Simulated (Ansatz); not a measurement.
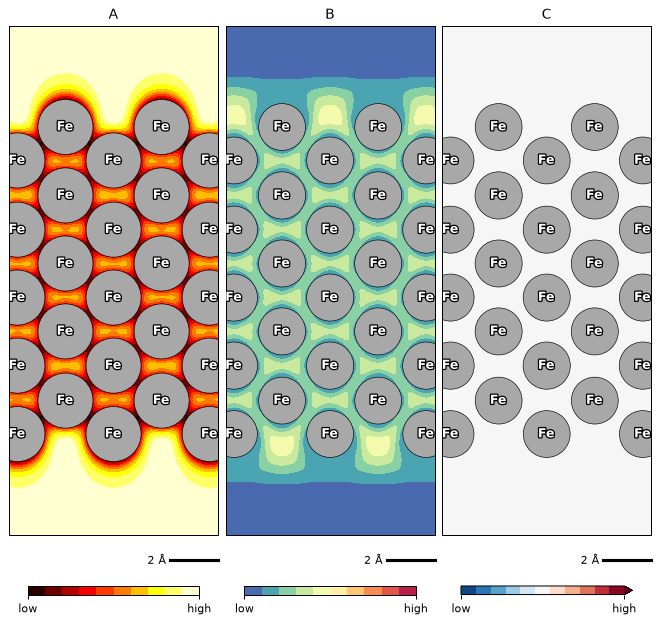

Fe (slab): 3 fields on the (110) plane of the calculation cell, a cut from vacuum to vacuum, with unlabelled colour scales. Grey discs cover the atomic cores.

Spin-polarised.

Level of theory: Ansatz 0.2.0, DFT PBE, scalar-relativistic, plane waves, PAW.

### Match the panels to the quantities (electron localisation function, electrostatic potential energy of an electron and spin density).

Panel A: electrostatic potential energy of an electron (low next to the atoms, rising into the space between them). Panel B: electron localisation function. Panel C: spin density (confined to the magnetic sites and close to zero elsewhere). From the grid: Fe–Fe (2.44 Å): the ELF is about 0.25 at the midpoint; no localised pair shows between them.
